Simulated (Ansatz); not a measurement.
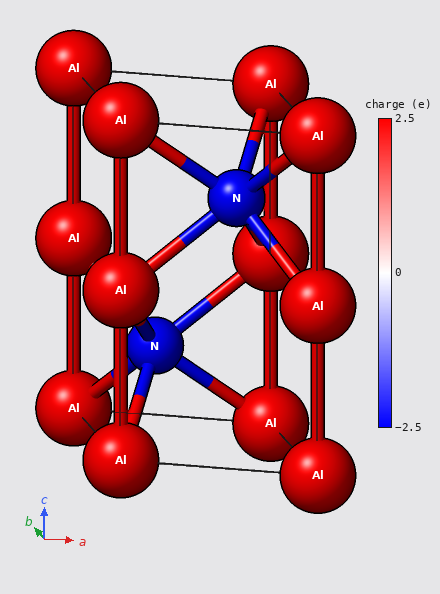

Ball-and-stick drawing of the structure, looking slightly off an axis. Atoms at the boundary of the simulation cell (the box) are drawn once for each face, edge or corner they touch. The atoms of this AlN cell are coloured by their Bader charge.

Theory: DFT PBE, scalar-relativistic, plane waves, PAW (Ansatz). Numerical settings: plane waves up to 420 eV, a 12×12×6 sampling of the Brillouin zone, Gaussian smearing of 0.02 eV, no spin polarisation.

Q: Who donates electrons here and who accepts them?

A: Most positive: Al; most negative: N. Charges: about Al +2.5 e; N -2.5 e. The transfer is large, as in an ionic solid.

Origin of the cell: a structure type filled with these elements by a generator (whether the compound takes this form wasn't checked). Earlier steps of the study may have refined or changed the cell and positions. Ansatz was used for an electronic-structure calculation on it.
